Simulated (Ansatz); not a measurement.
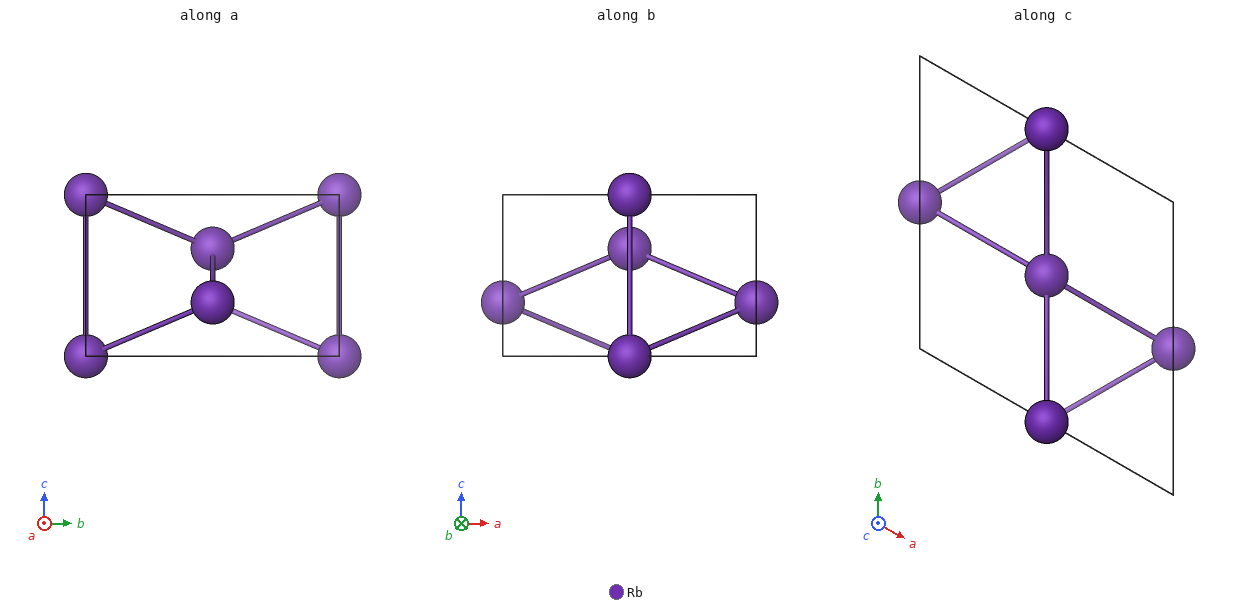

Drawn in the ball-and-stick manner and seen along the a axis, along the b axis and along the c axis. The conventional unit cell is drawn as a box.

Lattice parameters: a = 8.937 Å, b = 8.937 Å, c = 4.928 Å, α = 90.00°, β = 90.00°, γ = 120.00°. Put a along x and b in the xy plane.

**Give the structure in the form of a POSCAR file.**

```
Rb
1.0
     8.937    0.000    0.000
    -4.468    7.740    0.000
     0.000    0.000    4.928
Rb
3
Direct
  0.5000 0.5000 0.6667
  0.5000 0.0000 0.0000
  0.0000 0.5000 0.3333
```

Its origin is a random cell made by a generator, so it need not be a real form of the element. The final geometry of a relaxation with Ansatz, DFT PBE, scalar-relativistic, plane waves, PAW is shown.
